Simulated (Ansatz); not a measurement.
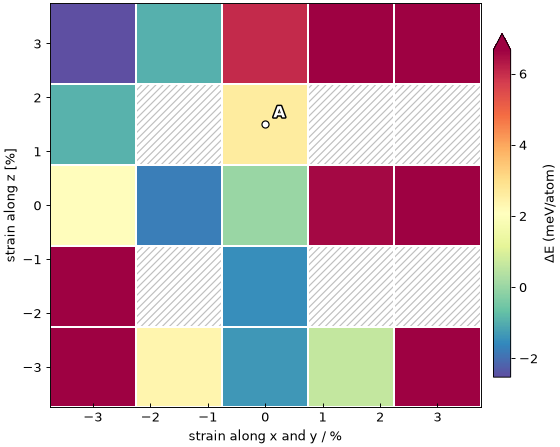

Tl (Fm-3m, No. 225; 1 atom in the cell). The cell is strained homogeneously, by one strain along x and y and another along z, with fractional coordinates fixed (x, y and z along the cube axes). Coordinates scanned: (1) strain along x and y; (2) strain along z. The scan uses a 5 × 5 grid. At 6 points there is no value. Points are written as (first, second). Energies are in meV/atom, from the unstrained cell. The reference cell is the one listed in the database, not relaxed at this level. Method: DFT PBE+D3(BJ), scalar-relativistic, plane waves, PAW (Ansatz 0.2.0). Settings: cutoff 420 eV, k-mesh 16×16×16, gaussian smearing 0.15 eV, no spin polarisation.

Drawn: one coloured cell a grid point, one colour for all values above the top of the scale, hatched blanks where no value was computed, the point A.

**Is A at rest? If not, where is it pushed?**

A, at (0.0 %, 1.5 %), is not a stationary point. The computed force is 4.6 meV/atom for each 1 % towards smaller values of strain along x and y and 2 meV/atom for each 1 % towards smaller values of strain along z.
